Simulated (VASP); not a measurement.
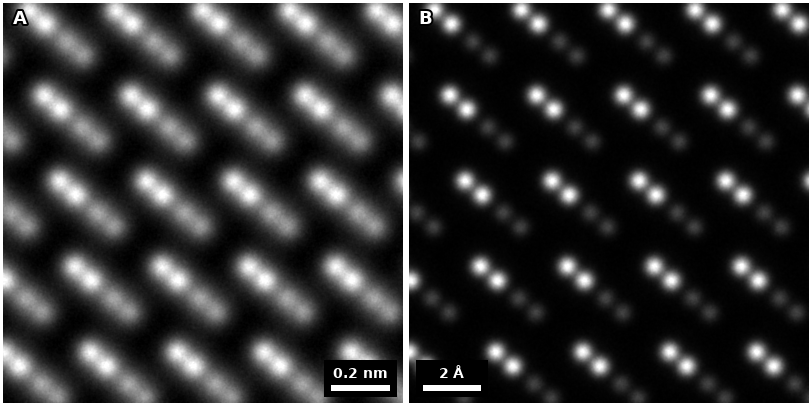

Two simulated images of the same area of SiGe (P6_3mc, No. 186) along [211], with a probe of 0.50 Å. One is incoherent Z contrast (Z^1.7 per atom), the other the projected potential of neutral atoms blurred by the probe (iDPC-like, thin sample). Brightness is counted from the darkest point of the image. Shot noise was added. Model: a cell listed in the Materials Project, as set up for an electronic-structure calculation.

**Which panel is which, and how can one tell?**

B is the Z-contrast image and A the potential image. The columns of 1 Si per repeat reach about 24 % of the brightest peak (1 Ge) in B but about 62 % in A, mainly since the potential grows much more slowly with atomic number.
